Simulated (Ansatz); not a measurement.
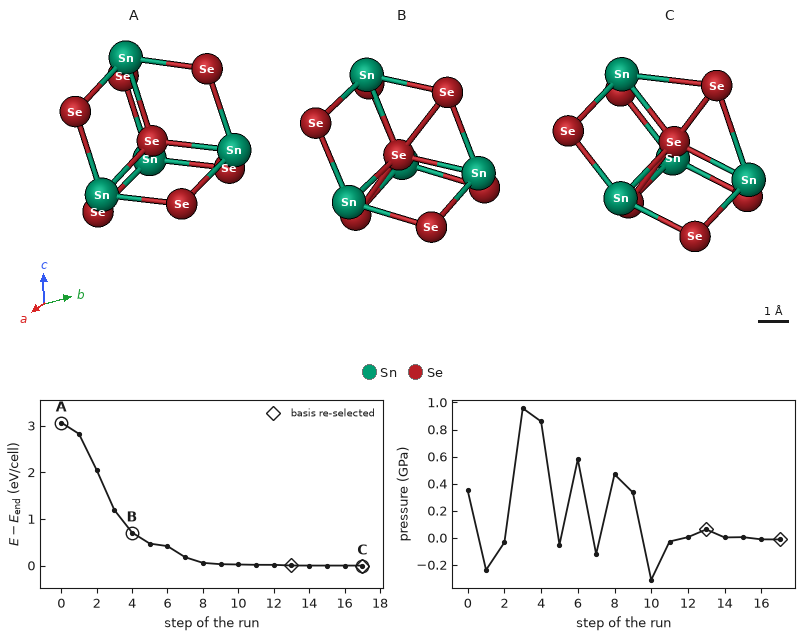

Frames of a relaxation of crystalline SnSe2 (built on the fluorite type), marked on the history of the run. A ball-and-stick model of the atoms within 4.2 Å of the atom that moves most (axes of the cell of the calculation, reduced to other axes), seen slightly off an axis. Lengths and directions refer to the drawn axes.

Case: shaken.

These are results of DFT, PBEsol, plane waves, PAW (Ansatz), not measurements. Set-up: plane-wave cutoff 420 eV; k-point mesh 4 × 4 × 4; occupations fermi dirac; smearing width 0.05 eV; no spin polarisation; cell and atoms relaxed; force threshold 0.01 eV/Å; at most 120 steps.

Describe the path.

The atom that moves furthest relative to the cell is a Se atom (0.54 Å along [0 1 1]). By element the largest moves are Se 0.54 Å, Sn 0.21 Å. The drawn cell changes as follows: a 4.793 → 5.152 Å (+7.5 %), b 8.164 → 7.821 Å (−4.2 %), c 8.286 → 7.817 Å (−5.7 %), α 71.5° → 91.5°, β 88.9° → 90.0°, γ 89.1° → 90.0°; the volume changes by +2.4 %. Among the contacts that change: Se–Se 3.388 → 2.616 Å, Se–Sn 2.823 → 3.405 Å, Se–Se 3.331 → 2.841 Å, Se–Sn 2.937 → 3.401 Å. Bond angles that change, for instance: Se–Sn–Se 109.0° → 152.6°, Sn–Se–Sn 109.2° → 152.6°, Se–Sn–Se 110.8° → 132.4°. The space group (tolerance 0.01 Å) goes from P1 (No. 1) to Pmmn (No. 59). Over 15 accepted moves (17 points after the start) the energy falls by 3.068 eV per cell of the calculation. Largest force component: 0.16 eV/Å at the start, 0.0026 eV/Å at the end. Pressure: 0.35 GPa at the start and −0.01 GPa at the end. At 2 points the geometry stayed and the basis and grid were re-selected for the new cell (energy shift of 13.8 meV per cell of the calculation at most each time). From step 0 to 4: a Se atom moves most (0.17 Å), volume +1.2 %, energy −2.358 eV per cell of the calculation. From step 4 to 17: a Se atom moves most (0.60 Å), volume +1.2 %, energy −0.709 eV per cell of the calculation.

| step | E − E(0), meV/atom | largest force component, eV/Å | pressure, GPa | volume, Å³/atom | note |
| --- | --- | --- | --- | --- | --- |
| 0 | 0.00 | 0.1648 | 0.35 | 25.615 |  |
| 1 | -20.16 | 0.2437 | -0.24 | 25.840 |  |
| 2 | -84.83 | 0.3963 | -0.03 | 25.720 |  |
| 3 | -156.29 | 0.2581 | 0.96 | 25.426 |  |
| 4 | -196.54 | 0.6778 | 0.86 | 25.920 |  |
| 5 | -216.34 | 0.2639 | -0.05 | 26.345 |  |
| 6 | -220.86 | 0.5170 | 0.58 | 26.236 |  |
| 7 | -240.69 | 0.2675 | -0.12 | 26.305 |  |
| 8 | -250.75 | 0.1018 | 0.47 | 25.932 |  |
| 9 | -253.15 | 0.1095 | 0.34 | 25.954 |  |
| 10 | -253.70 | 0.0309 | -0.31 | 26.245 |  |
| 11 | -254.25 | 0.0264 | -0.03 | 26.119 |  |
| 12 | -254.32 | 0.0025 | 0.01 | 26.113 |  |
| 13 | -255.48 | 0.0027 | 0.06 | 26.113 | same geometry, new basis |
| 14 | -255.59 | 0.0115 | 0.00 | 26.191 |  |
| 15 | -255.60 | 0.0079 | 0.01 | 26.239 |  |
| 16 | -255.62 | 0.0026 | -0.01 | 26.236 |  |
| 17 | -255.64 | 0.0026 | -0.01 | 26.236 | same geometry, new basis |
